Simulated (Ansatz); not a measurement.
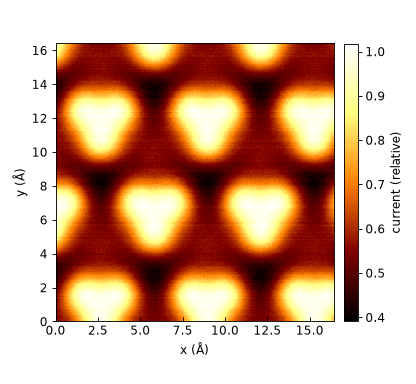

Simulated STM image (constant-height image 4.0 Å above the topmost atom, sample bias +1.00 V). Noise was added.

The STM signal is simulated in the Tersoff–Hamann approximation. Bias windows are sharp sums over the levels of the k mesh.

Q: Give the periodicity of the image.

A: The pattern repeats on a hexagonal lattice with shortest vectors of 6.3 Å at 60° (or 120°), a cell of 34.5 Å², with 3 maxima above 60 % of the range in each cell.

The surface:

Monolayer MoS2 with one Mo vacancy in a 2 × 2 cell. The brightest spots lie over points 1.1 Å to the side of the top S atoms next to the vacancy; the darkest points are over the vacancy.

Method: Ansatz 0.2.0, DFT PBE+D3(BJ), scalar-relativistic, plane waves, PAW. Cutoff 420 eV, 12 × 12 k-points, Gaussian smearing 0.05 eV, dipole correction. The defects repeat every 6.3 Å and interact, so states at the Fermi level and the work function belong to this dense array. Collinear spin, net moment 1.6 μB a cell; the stability of this spin state wasn't checked. The run warns that the functional's potential is rough in the thin density of the vacuum, where the tip is; weak contrasts and barriers may feel it.
